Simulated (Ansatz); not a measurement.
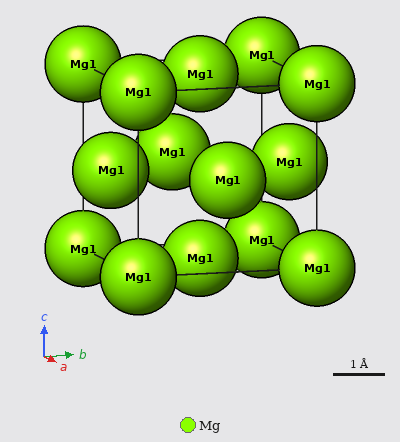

Figure 1. The structure of the first run (spheres-only view of the cell 4 times as large as that of the calculation, set on its symmetry axes, seen slightly off an axis; atoms are numbered from 1 in the order of the input).

# From Mg to Cu

System: Mg (Fm-3m, 1 atom in the cell).
Method of the first run: DFT PBEsol, scalar-relativistic, plane waves, PAW, no spin polarisation (Ansatz 0.2.0).
System of the second run: Cu (1 atom in the cell).

On the first run: The structure was made by swapping elements on the sites of another compound; it need not be a known phase. On the second run: The structure derives from a Materials Project entry. Text and figures count atoms from 1; the logs count them from 0 in places.

## Input, the first run
```yaml
crystal:
  lattice:
    - [0.0, 1.8629570272, 1.8629570272]
    - [1.8629570272, 0.0, 1.8629570272]
    - [1.8629570272, 1.8629570272, 0.0]
  atoms:
    - { symbol: Mg, position: [0.0, 0.0, 0.0] }
basis:
  ecutwfc: 420
kpoints:
  mp_grid: { grid: [10, 10, 10] }
hamiltonian:
  xc: pbesol
scf:
  occupations: { method: gaussian, width: 0.1 }
output:
  forces: true
  stress: true
  eigenvalues: true
relax:
  adjacent_minimum: "off"
  f_tol: 0.05
  max_steps: 60
  cell: { stress_tol: 0.5 }
```

Launched with:
```bash
ansatz run input.yaml --threads 1 --pin off --max-ram 2560MiB --backend cpu --events-out ev --progress --plain --runs-dir out
```

Hardware: 1 thread of Intel Xeon (Granite Rapids), 176 GiB of memory available, shared host.

## Output, shortened to warnings, some set-up lines, iterations and results (the first run)
```
Basis set: ecut = 420 eV, 259 PW (Γ), exchange–correlation on 36×36×36 points (8 copies of the dense FFT grid, shifted against one another)
Symmetry: 48 space group operations
k-points: 47 of 1000
Initial density: superposition of atomic densities (neutral atoms: chi_scale 0, normalization atom), corrected by the library's trained network
[...]
SCF iter   1: F=—  HF=-1910.878941 eV  |F-HF|=—  |Δ(HF+E_count)|=         —  Δρ=3.57e-3  dr2=5.51e-4  ethr=1.77e-3  ⟨swp⟩=5.0  Hψ=2903  notcnv=0
SCF iter   2: F=—  HF=-1910.878113 eV  |F-HF|=—  |Δ(HF+E_count)|=   8.28e-4  Δρ=1.04e-3  dr2=5.21e-5  ethr=5.51e-6  ⟨swp⟩=2.5  Hψ=1033  notcnv=0
SCF iter   3: F=—  HF=-1910.878055 eV  |F-HF|=—  |Δ(HF+E_count)|=   5.88e-5  Δρ=1.46e-4  dr2=1.93e-6  ethr=5.21e-7  ⟨swp⟩=2.0  Hψ=628  notcnv=0
SCF iter   4: F=-1910.878057 eV  HF=-1910.878057 eV  |F-HF|=1.02e-7  |Δ(HF+E_count)|=   2.74e-6  Δρ=3.30e-5  dr2=4.88e-8  ethr=1.93e-8  ⟨swp⟩=2.5  Hψ=612  notcnv=0
SCF iter   5: F=-1910.878057 eV  HF=-1910.878057 eV  |F-HF|=1.67e-10  |Δ(HF+E_count)|=   6.31e-8  Δρ=1.14e-6  dr2=3.88e-11  ethr=4.88e-10  ⟨swp⟩=2.0  Hψ=657  notcnv=0
[... 47 lines ...]
SCF iter   1: F=—  HF=-1912.039616 eV  |F-HF|=—  |Δ(HF+E_count)|=         —  Δρ=4.31e-6  dr2=9.09e-10  ethr=2.06e-8  ⟨swp⟩=3.4  Hψ=4172  notcnv=0
SCF iter   2: F=—  HF=-1912.039615 eV  |F-HF|=—  |Δ(HF+E_count)|=   8.69e-7  Δρ=1.65e-6  dr2=9.92e-11  ethr=9.09e-12  ⟨swp⟩=4.2  Hψ=2225  notcnv=0
SCF iter   3: F=-1912.039615 eV  HF=-1912.039615 eV  |F-HF|=2.23e-11  |Δ(HF+E_count)|=  6.64e-10  Δρ=2.60e-7  dr2=3.98e-12  ethr=1.00e-12  ⟨swp⟩=1.3  Hψ=1282  notcnv=0
SCF 9 converged in 3 iterations: F = -1912.039615 eV  dr2 = 3.98e-12
relax step   9: F+E_penalty+E_count = -1912.03961540 eV  Δ(F+E_penalty+E_count) = -9.229e-6 eV  max|allowed force component| = 0.000e0 eV/Å  Δτ_max = 0.0000 Å  P = +0.430 GPa …
basis re-selected at this cell: Δ(F+E_penalty+E_count) = -9.229e-6 eV, ΔP = -0.002 GPa vs the last step (what re-selecting the basis moved, of the pressure what is left beyond the Pulay correction that the steps carried, after the strain that the cell walked since its last selection, with what the …
SCF converged after 3 iterations
Free energy (F): -1912.039615 eV
Harris-Foulkes:  -1912.039615 eV  (|F-HF|=2.23e-11)
Internal energy: -1912.037268 eV  (E = F + TS)
E sigma→0 (E₀):  -1912.038442 eV
Entropy (-TS):   -0.002347 eV (-2.347 meV/atom)
Fermi energy:    5.872243 eV
--- Per-component energies (eV) ---
  E_band       = -353.989933
  E_kinetic    = 75.018888
  E_local      = -1610.815757  (includes V_loc(G=0)·N_el)
  E_nonlocal   = 96.400563
  E_hartree    = 574.411883
  E_xc         = -28.202882
  E_vxc        = -36.567008  (∫ρ·V_xc dr)
  E_paw        = -281.258602  (= ΣΔE_a)
  E_vpaw       = -26.850453  (= ΣTr[D̂ρ^β])
  E_aug_tail   = -0.000002  (compensation charges beyond the density's cutoff)
  E_ewald      = -737.650222
  E_core_change = 0.058862  (= ΣΔE_core)
  E_smearing   = -0.002347  (= −TS)
  E_closure    = 0.000000  (closes the sum)
  Σ components = -1912.039615   (vs F -1912.039615, Δ=0.00e0)
--- Forces (eV/Å), atoms counted from 1 ---
  atom   1  Mg     0.00000000    -0.00000000    -0.00000000
  max |Σ_I F_I| component: 2.10e-30 eV/Å
--- Stress (GPa, compression-positive) ---
        0.429598       0.000000       0.000000
        0.000000       0.429598       0.000000
        0.000000       0.000000       0.429598
  P = ⅓ Tr σ = 0.4296 GPa (4.296 kbar)
--- Relaxed structure (7 steps of the walk, 7 accepted, 2 SCFs on fresh bases) ---
  F+E_penalty+E_count = -1912.03961540 eV   max|allowed force component| = 0.000e0 eV/Å   (the final SCF, on the basis selected at the relaxed cell)
  cell:  # Å, volume = 22.4044 Å³
    - [-1.7833782223419327e-34, 2.237523505850427, 2.237523505850427]
    - [2.237523505850427, -7.006156436946668e-35, 2.237523505850427]
    - [2.237523505850427, 2.237523505850427, 5.159064183306783e-34]
  atoms:
    - { symbol: Mg, position: [0.0, 0.0, 0.0] }
```

For the second run the input was changed thus:
```diff
-    - [0.0, 1.8629570272, 1.8629570272]
-    - [1.8629570272, 0.0, 1.8629570272]
-    - [1.8629570272, 1.8629570272, 0.0]
+    - [0.0, 1.7887153358, 1.7887153358]
+    - [1.7887153358, 0.0, 1.7887153358]
+    - [1.7887153358, 1.7887153358, 0.0]
-    - { symbol: Mg, position: [0.0, 0.0, 0.0] }
+    - { symbol: Cu, position: [0.0, 0.0, 0.0] }
-  mp_grid: { grid: [10, 10, 10] }
+  mp_grid: { grid: [20, 20, 20] }
+  write_density: true
+  write_potential: true
+  elf: true
+  volumetric_format: npy
-  f_tol: 0.05
-  max_steps: 60
-  cell: { stress_tol: 0.5 }
+  f_tol: 0.005
+  max_steps: 80
+  cell: { stress_tol: 0.05 }
```

What does this change do to the results?

The total energies belong to different systems, so their difference says nothing on which is more stable or more accurate. The pressure goes from 0.43 to 0.04 GPa. The volume per atom goes from 22.40 to 11.31 Å³. The SCF takes 27 iterations over all geometry steps against 39. The irreducible k-points go from 47 to 256. On the same kind of shared host the second run took about 2.2 times as long.

## Output, shortened to warnings, some set-up lines, iterations and results (the second run)
```
Basis set: ecut = 420 eV, 229 PW (Γ), exchange–correlation on 36×36×36 points (8 copies of the dense FFT grid, shifted against one another)
Symmetry: 48 space group operations
k-points: 256 of 8000
Initial density: superposition of atomic densities (neutral atoms: chi_scale 0, normalization atom), corrected by the library's trained network
[...]
SCF iter   1: F=—  HF=-6588.779437 eV  |F-HF|=—  |Δ(HF+E_count)|=         —  Δρ=2.04e-2  dr2=2.46e-2  ethr=1.77e-3  ⟨swp⟩=5.2  Hψ=17870  notcnv=0
SCF iter   2: F=—  HF=-6588.773636 eV  |F-HF|=—  |Δ(HF+E_count)|=   5.80e-3  Δρ=9.62e-4  dr2=4.51e-5  ethr=1.29e-4  ⟨swp⟩=2.8  Hψ=7628  notcnv=0  defer=93
SCF iter   3: F=—  HF=-6588.773621 eV  |F-HF|=—  |Δ(HF+E_count)|=   1.55e-5  Δρ=9.27e-4  dr2=3.83e-5  ethr=2.38e-7  ⟨swp⟩=2.0  Hψ=5933  notcnv=0  defer=93
SCF iter   4: F=—  HF=-6588.773644 eV  |F-HF|=—  |Δ(HF+E_count)|=   2.34e-5  Δρ=6.55e-5  dr2=1.88e-7  ethr=2.01e-7  ⟨swp⟩=1.0  Hψ=3482  notcnv=0  defer=93
SCF iter   5: F=-6588.773644 eV  HF=-6588.773644 eV  |F-HF|=5.64e-11  |Δ(HF+E_count)|=   3.39e-7  Δρ=2.75e-6  dr2=4.17e-10  ethr=9.90e-10  ⟨swp⟩=2.3  Hψ=4997  notcnv=0  …
[... 25 lines ...]
SCF iter   7: F=-6588.774423 eV  HF=-6588.774423 eV  |F-HF|=1.82e-12  |Δ(HF+E_count)|=  3.64e-12  Δρ=6.97e-11  dr2=1.74e-19  ethr=1.00e-12  ⟨swp⟩=1.0  Hψ=3584  notcnv=0
SCF iter   8: F=-6588.774423 eV  HF=-6588.774423 eV  |F-HF|=1.82e-12  |Δ(HF+E_count)|=  1.82e-12  Δρ=1.37e-11  dr2=5.99e-21  ethr=1.00e-12  ⟨swp⟩=1.0  Hψ=3584  notcnv=0
SCF iter   9: F=-6588.774423 eV  HF=-6588.774423 eV  |F-HF|=1.82e-12  |Δ(HF+E_count)|=  9.09e-13  Δρ=2.35e-12  dr2=1.29e-22  ethr=1.00e-12  ⟨swp⟩=1.1  Hψ=8241  notcnv=0
SCF 4 converged in 9 iterations: F = -6588.774423 eV  dr2 = 1.29e-22
relax step   4: F+E_penalty+E_count = -6588.77442317 eV  Δ(F+E_penalty+E_count) = +1.093e-4 eV  max|allowed force component| = 0.000e0 eV/Å  Δτ_max = 0.0000 Å  P = +0.036 GPa …
basis re-selected at this cell: Δ(F+E_penalty+E_count) = +1.093e-4 eV, ΔP = +0.013 GPa vs the last step (what re-selecting the basis moved, of the pressure what is left beyond the Pulay correction that the steps carried, after the strain that the cell walked since its last selection, with what the …
SCF converged after 9 iterations
Free energy (F): -6588.774423 eV
Harris-Foulkes:  -6588.774423 eV  (|F-HF|=1.82e-12)
Internal energy: -6588.773091 eV  (E = F + TS)
E sigma→0 (E₀):  -6588.773757 eV
Entropy (-TS):   -0.001332 eV (-1.332 meV/atom)
Fermi energy:    17.503187 eV
--- Per-component energies (eV) ---
  E_band       = -345.465384
  E_kinetic    = 300.650418
  E_local      = -3969.772080  (includes V_loc(G=0)·N_el)
  E_nonlocal   = 391.069601
  E_hartree    = 1748.459998
  E_xc         = -89.405860
  E_vxc        = -115.895393  (∫ρ·V_xc dr)
  E_paw        = -1625.805037  (= ΣΔE_a)
  E_vpaw       = -448.438142  (= ΣTr[D̂ρ^β])
  E_aug_tail   = 0.000218  (compensation charges beyond the density's cutoff)
  E_ewald      = -3344.176550
  E_core_change = 0.206202  (= ΣΔE_core)
  E_smearing   = -0.001332  (= −TS)
  E_closure    = -0.000000  (closes the sum)
  Σ components = -6588.774423   (vs F -6588.774423, Δ=0.00e0)
--- Forces (eV/Å), atoms counted from 1 ---
  atom   1  Cu    -0.00000000     0.00000000     0.00000000
  max |Σ_I F_I| component: 3.70e-32 eV/Å
--- Stress (GPa, compression-positive) ---
        0.036474       0.000000       0.000000
        0.000000       0.036474       0.000000
        0.000000       0.000000       0.036474
  P = ⅓ Tr σ = 0.0365 GPa (0.365 kbar)
--- Relaxed structure (3 steps of the walk, 3 accepted, 1 SCFs on fresh bases) ---
  F+E_penalty+E_count = -6588.77442317 eV   max|allowed force component| = 0.000e0 eV/Å   (the final SCF, on the basis selected at the relaxed cell)
  cell:  # Å, volume = 11.3120 Å³
    - [-2.269032858398818e-34, 1.7817061892371977, 1.7817061892371977]
    - [1.7817061892371977, -7.889865132186766e-34, 1.7817061892371977]
    - [1.7817061892371977, 1.7817061892371977, -3.7259907990549004e-34]
  atoms:
    - { symbol: Cu, position: [0.0, 0.0, 0.0] }
```

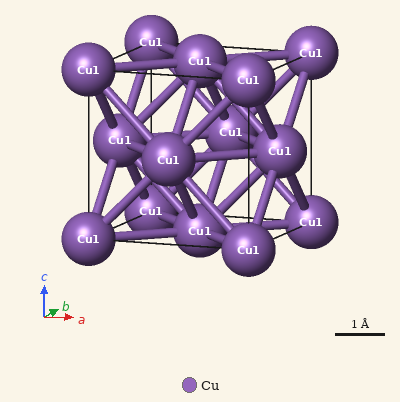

Figure 2. The input structure of the second run (ball-and-stick view of the cell 4 times as large as that of the calculation, set on its symmetry axes, seen slightly off an axis; atoms are numbered from 1 in the order of the input).

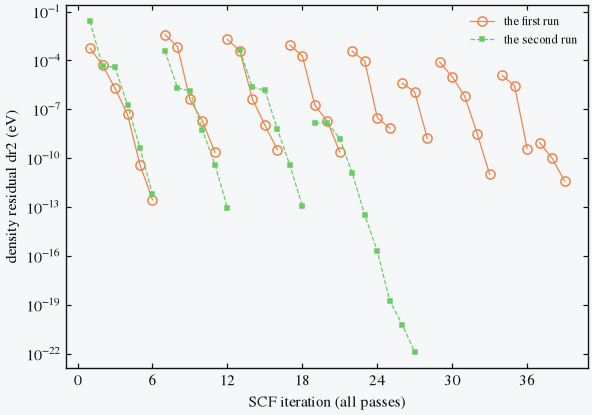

Figure 3. Convergence of the two runs: density residual dr2 against the SCF iteration. A break in a curve parts two SCF passes. The first run takes 39 iterations in all, and the second run takes 27.

## The two runs side by side

```tsv
quantity	the first run	the second run
outcome	converged	converged
free energy per atom (eV)	−1912.0396	−6588.7744
energy per atom, smearing taken to zero (eV)	−1912.0384	−6588.7738
gap on the mesh (eV)	0.00	0.00
pressure (GPa)	0.43	0.04
volume per atom (Å³)	22.40	11.31
largest force (eV/Å)	0.000	0.000
SCF iterations	39	27
irreducible k-points	47	256
wall time (shared host)	3.7 s	8 s
```
